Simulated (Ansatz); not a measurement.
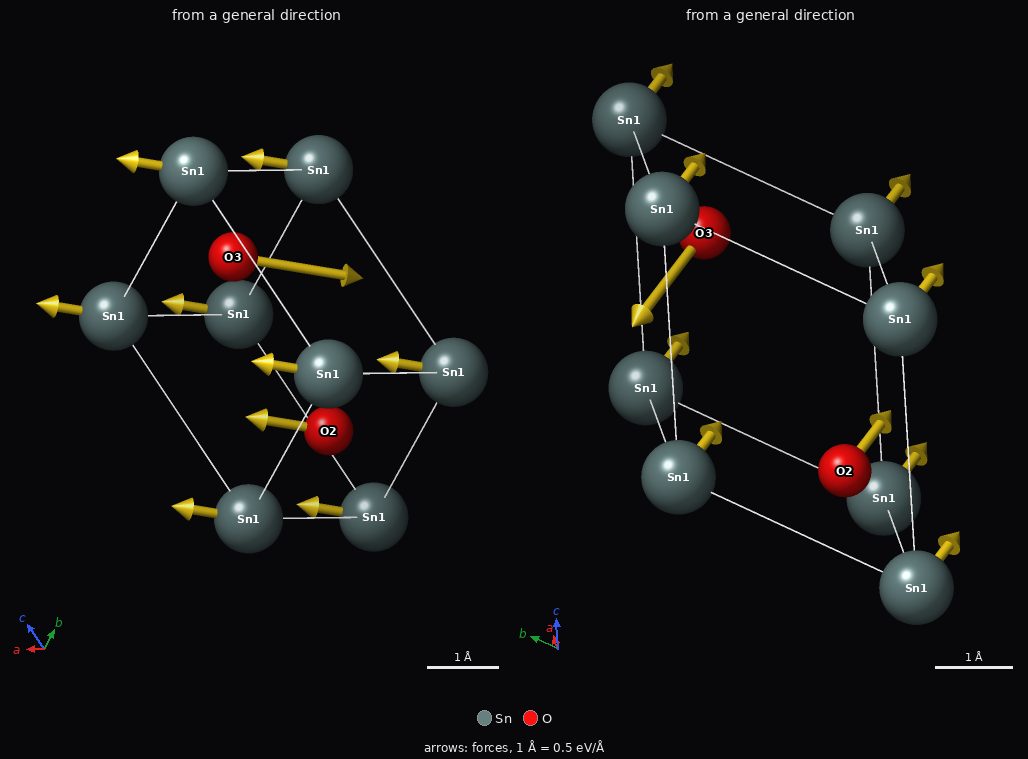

This spheres-only model is shown from two general directions. Thin lines show the simulation cell, with boundary atoms drawn in all their periodic places. The arrows are the computed forces on the atoms.

System: SnO$_{2}$. Level of theory and settings: Ansatz, DFT PBEsol, scalar-relativistic, plane waves, PAW, a cutoff energy of 420 eV, k-points on a 10×10×10 grid, Gaussian smearing of 0.05 eV, no spin polarisation.

Q: Would an optimiser stop at this geometry?

A: No. The atoms still feel forces of up to about 0.81 eV/Å, far above a usual threshold of 0.01 to 0.03 eV/Å.

Q: Where does the largest force act?

A: O3, about 0.81 eV/Å.

Q: Average the force magnitudes by element.

A: Mean magnitudes: about Sn 0.35 eV/Å, O 0.64 eV/Å.

Provenance: a structure type filled with these elements by a generator (whether the compound takes this form wasn't checked). The cell was then strained or its atoms displaced on purpose. It went into a calculation with Ansatz.
